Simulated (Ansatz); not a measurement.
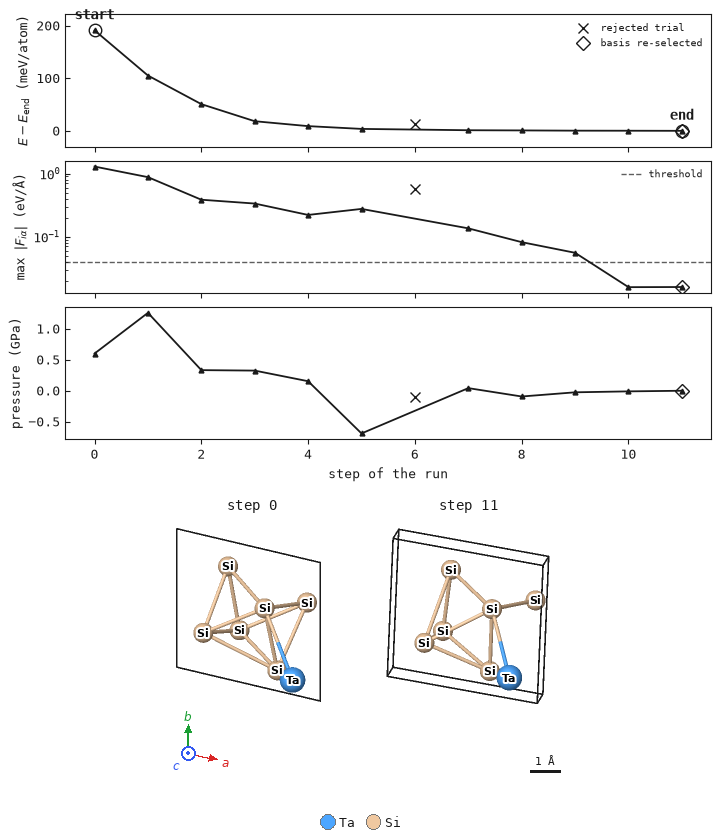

First and last geometry of a relaxation of crystalline TaSi₆ (a generated structure, set up in P1) (coarse preliminary run), with the history of the run. A ball-and-stick model of the cell of the calculation, seen along the c axis.

The calculation used Ansatz 0.2.0, DFT PBE, scalar-relativistic, plane waves, PAW.

Input
```yaml
crystal:
  lattice:
    - [5.1234986884, 0.0, 0.0]
    - [-0.4820479588, 5.1905609678, 0.0]
    - [-1.2776206934, -2.4760762918, 4.4972746375]
  atoms:
    - { symbol: Ta, position: [0.8058338323, 0.1049815245, 0.9785386579] }
    - { symbol: Si, position: [0.4361635222, 0.373677198, 0.1422351841] }
    - { symbol: Si, position: [0.1840285037, 0.2935856172, 0.4766739892] }
    - { symbol: Si, position: [0.6112142478, 0.5749228241, 0.8644091724] }
    - { symbol: Si, position: [0.9066665664, 0.6888655663, 0.5409313132] }
    - { symbol: Si, position: [0.6996989049, 0.1485497097, 0.4655262967] }
    - { symbol: Si, position: [0.3563944226, 0.8154175602, 0.5316853866] }
basis:
  ecutwfc: 420
kpoints:
  mp_grid: { grid: [4, 4, 4] }
hamiltonian:
  xc: pbe
scf:
  occupations: { method: gaussian, width: 0.1 }
  lower_state_search: "off"
output:
  forces: true
  stress: true
  eigenvalues: true
relax:
  adjacent_minimum: "off"
  f_tol: 0.04
  max_steps: 70
  cell: { stress_tol: 0.4 }
```

Run as
```bash
ansatz run input.yaml --threads 1 --pin off --max-ram 2048MiB --backend cpu --events-out ev --progress --plain --runs-dir out
```

**Read the history and describe the run.**

It converged. After 9 accepted moves (11 points after the start) the energy has fallen by 191 meV per atom. Largest force component: 1.3 eV/Å at the start, 0.016 eV/Å at the end. The pressure goes from 0.60 to 0.00 GPa. The line search rejected the trial step at point 6 of the run. The SCF was repeated once at an unchanged geometry on a basis and grid sized afresh for the cell, which shifted the energy by 0.2 meV per atom at most. Si2 moves most relative to the cell: 0.63 Å along [−2 −1 −2]. Largest moves by element: Si 0.63 Å, Ta 0.21 Å. The drawn cell changes as follows: a 5.123 → 5.300 Å (+3.5 %), b 5.213 → 5.277 Å (+1.2 %), c 5.290 → 5.073 Å (−4.1 %), α 116.3° → 121.6°, β 104.0° → 105.6°, γ 95.3° → 90.1°; the volume changes by −4.1 %. Some distances before and after: Si2–Si3 3.262 → 2.451 Å, Si2–Si5 2.588 → 3.385 Å, Si4–Si6 3.142 → 2.627 Å, Si4–Si5 3.284 → 2.821 Å. Among the angles between lasting bonds that change: Ta1–Si2–Si7 144.2° → 110.6°, Ta1–Si2–Si4 122.8° → 153.7°, Si2–Si3–Si5 98.1° → 78.0°. The space group stays P1 (No. 1). Cost: 2.2 min on 1 thread of Arm Neoverse V2 (shared host), peak memory 0.39 GiB.
